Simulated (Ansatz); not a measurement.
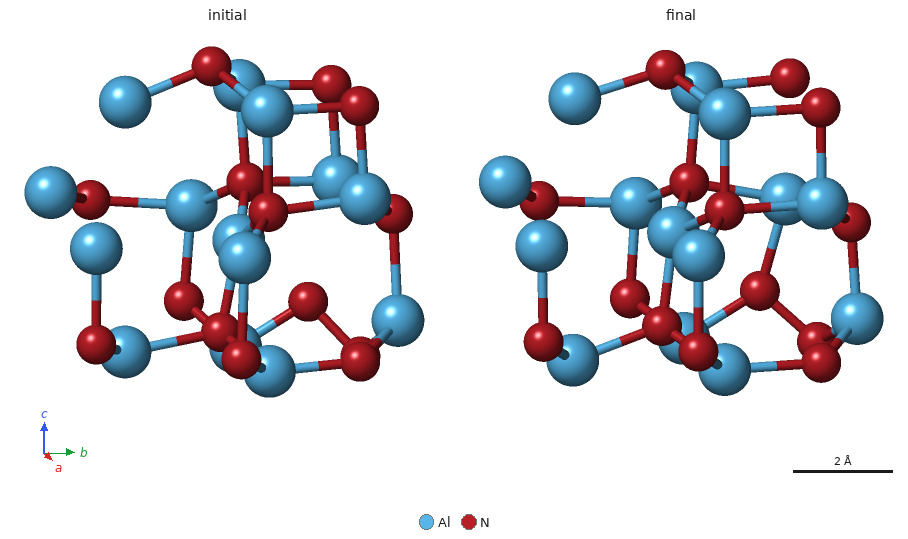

The structure of an amorphous cell of composition Al$_{48}$N$_{48}$ before (left) and after (right) a relaxation, at one scale.

Style: ball-and-stick. Shown: the atoms within 4.2 Å of the atom that moves most (axes of the cell of the calculation (origin shifted)), slightly off an axis.

All numbers below come from DFT, PBEsol, PAW, plane waves (Ansatz). Settings: plane-wave cutoff 420 eV; k-point mesh 1 × 1 × 1; no spin polarisation; atoms relaxed in a fixed cell; force threshold 0.03 eV/Å; at most 80 steps.

> What changed between the two?

An Al atom moves most: 0.43 Å along [0 −2 1]. Largest moves by element: Al 0.43 Å, N 0.40 Å. The cell stays as it was. Some distances before and after: Al–N 2.543 → 1.982 Å, Al–N 2.005 → 2.487 Å, Al–N 2.166 → 1.968 Å, Al–N 1.869 → 1.988 Å. New bonds form: Al–N (2.54 → 1.98 Å). Among the angles between lasting bonds that change: Al–N–Al 128.5° → 114.8°, Al–N–Al 100.7° → 114.3°, Al–N–Al 123.3° → 115.4°. After 8 geometry steps the energy has fallen by 9.312 eV per cell of the calculation. The largest force component goes from 2.9 to 0.019 eV/Å. The run took 12 s on 1 × NVIDIA GB300 Max-Q with 8 threads of Arm Neoverse-V2, peak memory 2 GiB.
